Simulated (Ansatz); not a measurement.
Consider Ag.

Input

```
crystal:
  lattice:
    - [-1.655654, 1.655654, 1.655654]
    - [1.655654, -1.655654, 1.655654]
    - [1.655654, 1.655654, -1.655654]
  atoms:
    - { symbol: Ag, position: [0.0, 0.0, 0.0] }
hamiltonian:
  xc: pbesol
  pseudopotentials: { kind: paw }
  dispersion: d3bj
kpoints:
  mp_grid: { grid: [11, 11, 11] }
scf:
  occupations: { method: fermi_dirac, width: 0.05 }
output:
  forces: true
  stress: true
  eigenvalues: true
  write_density: true
  write_potential: true
  elf: true
  volumetric_format: npy
relax:
  f_tol: 0.01
  max_steps: 40
  cell: { stress_tol: 0.05 }
```

Command:

```sh
ansatz run input.yaml --threads 2 --pin off --max-ram 5632MiB --backend cpu --events-out ev --progress --plain --runs-dir out
```

Below, planes, directions and counts refer to the conventional cell (a = 3.18 Å, b = 3.18 Å, c = 3.18 Å, α = 90.00°, β = 90.00°, γ = 90.00°).

The fields are those of the run's last geometry, not of the input's.

Space group Im-3m; a structure from a database of computed crystals, not necessarily the ambient phase.

These are results of Kohn-Sham DFT of a periodic cell, PBEsol with D3(BJ), Ansatz PAW (Ansatz), not measurements.

Predict the valence pseudo-density and electron localisation function between the atoms.

Ag–Ag (2.75 Å): the density is about 0.27 e/Å³ at the midpoint; the ELF is about 0.15 at the midpoint (no localised pair shows between them).

Does the calculation make it a metal, or give it a gap?

It is metallic or semimetallic at this level of theory: no gap opens.

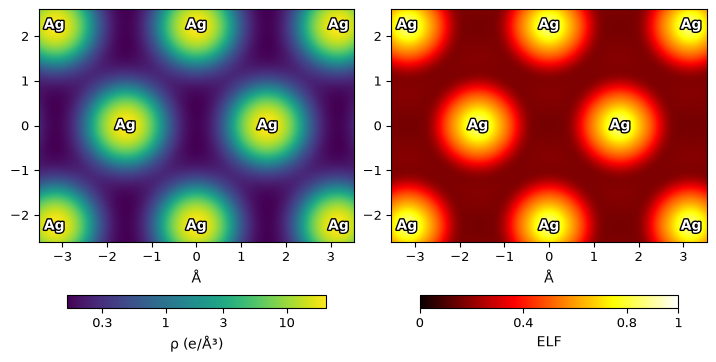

Computed valence pseudo-density and electron localisation function on the (011) plane of the conventional cell, in this order. 

In a PAW calculation such maps are meaningful between the atoms, not at the nuclei.
